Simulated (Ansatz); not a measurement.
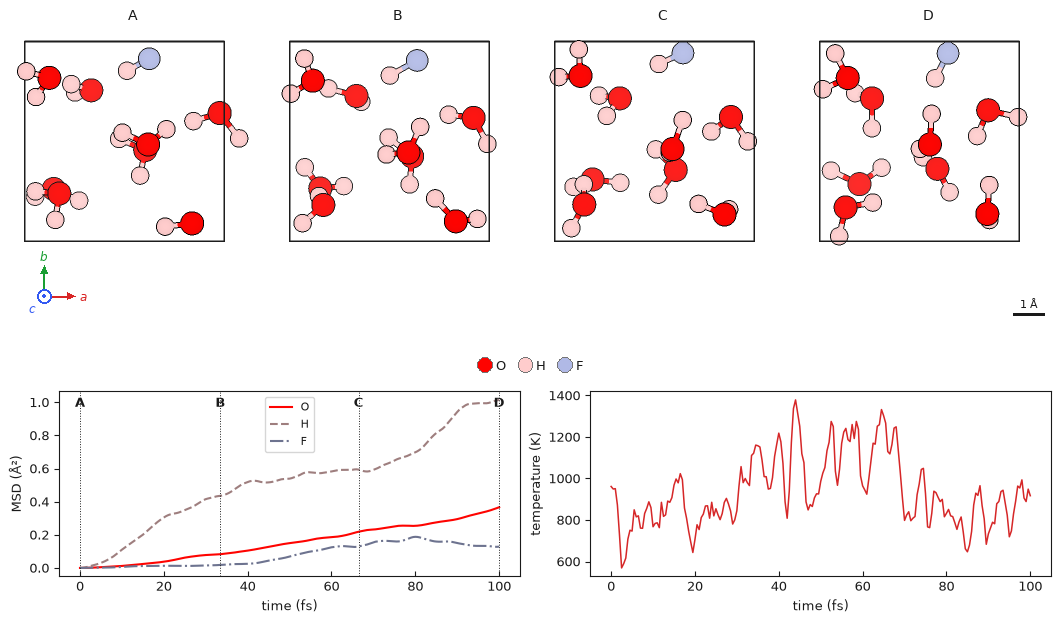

First-principles dynamics of a periodic cell with 8 H2O + 1 HF at 0.995 g/cm³, 100 fs long. It starts from the last geometry of an earlier run, with fresh velocities. Frames (A at 0 fs, B at 34 fs, C at 66 fs, D at 100 fs) and the history of the run. Style: ball-and-stick. Shown: the simulation cell, along the c axis. Atoms that leave the cell re-enter on the other side.

The calculation used Ansatz, DFT r2SCAN-D3(BJ), scalar-relativistic, plane waves, PAW. Set-up: plane-wave cutoff 500 eV; k-point mesh 1 × 1 × 1; Fermi-Dirac smearing 0.05 eV; Langevin thermostat (NVT); set temperature 1000 K; time step 0.5 fs; friction 0.05 per fs.

The input:
```yaml
crystal:
  lattice:
    - [6.495065, 0.0, 0.0]
    - [0.0, 6.495065, 0.0]
    - [0.0, 0.0, 6.495065]
  atoms:
    - { symbol: O, position: [0.97286978, 0.63773491, 0.62527527] }
    - { symbol: H, position: [0.8412839, 0.59737767, 0.55951699] }
    - { symbol: H, position: [1.07034115, 0.51051004, 0.63255239] }
    - { symbol: O, position: [0.5999058, 0.45223712, 0.37278314] }
    - { symbol: H, position: [0.46888025, 0.50805445, 0.32666877] }
    - { symbol: H, position: [0.57421143, 0.32453231, 0.43376533] }
    - { symbol: O, position: [0.1192695, 0.81396676, 0.94131334] }
    - { symbol: H, position: [0.00379246, 0.84658253, 1.03499149] }
    - { symbol: H, position: [0.05270163, 0.71807743, 0.8430933] }
    - { symbol: O, position: [0.83487303, 0.08494513, 1.00746505] }
    - { symbol: H, position: [0.84336046, 0.09520873, 0.86246556] }
    - { symbol: H, position: [0.6997845, 0.06859847, 1.02371953] }
    - { symbol: O, position: [0.1692917, 0.23466074, 0.61468441] }
    - { symbol: H, position: [0.04995081, 0.24551565, 0.52494565] }
    - { symbol: H, position: [0.14937469, 0.10265899, 0.68093217] }
    - { symbol: O, position: [0.61439854, 0.48020778, 0.92541473] }
    - { symbol: H, position: [0.70599749, 0.55641446, 0.84307449] }
    - { symbol: H, position: [0.48576017, 0.5393213, 0.89519882] }
    - { symbol: O, position: [0.32943295, 0.75170466, 0.31844486] }
    - { symbol: H, position: [0.24801543, 0.74065318, 0.19712337] }
    - { symbol: H, position: [0.2294661, 0.78267783, 0.41245776] }
    - { symbol: O, position: [0.14175236, 0.25741376, 0.20064393] }
    - { symbol: H, position: [0.0483838, 0.21856249, 0.08890899] }
    - { symbol: H, position: [0.26855853, 0.19925181, 0.18707325] }
    - { symbol: F, position: [0.62010701, 0.90978531, 0.46097504] }
    - { symbol: H, position: [0.5085082, 0.84945573, 0.39197797] }
basis:
  ecutwfc: 500.0
kpoints:
  mp_grid: { grid: [1, 1, 1] }
hamiltonian:
  xc: r2scan
  dispersion: d3bj
scf:
  occupations: { method: fermi_dirac, width: 0.05 }
  lower_state_search: "off"
md:
  timestep: 0.5
  n_steps: 200
  ensemble: nvt_langevin
  temperature: 1000.0
  initial_velocities: maxwell_boltzmann
  seed: 792531
  friction: 0.05
```

Launched with:
```bash
ansatz run input.yaml --threads 1 --pin off --max-ram 3072MiB --backend cpu --events-out ev --progress --plain --runs-dir out
```

> What happens in this trajectory?

Root-mean-square distances from the starting positions over the second half, with the common drift of all atoms taken out: H 0.85 Å, O 0.50 Å, F 0.37 Å. The heavy atoms stay within a fraction of a molecule's size of their starting places, while the hydrogen atoms travel further, as molecules turn; so short a run doesn't tell a liquid from a solid. The mean temperature in the second half is 963 K (standard deviation 175 K). The potential energy in the second half lies on average 23.1 meV per atom above the first frame.

Limits of the set-up: the periodic images lie only 6.5 Å apart, so the values are limited by the cell's size.
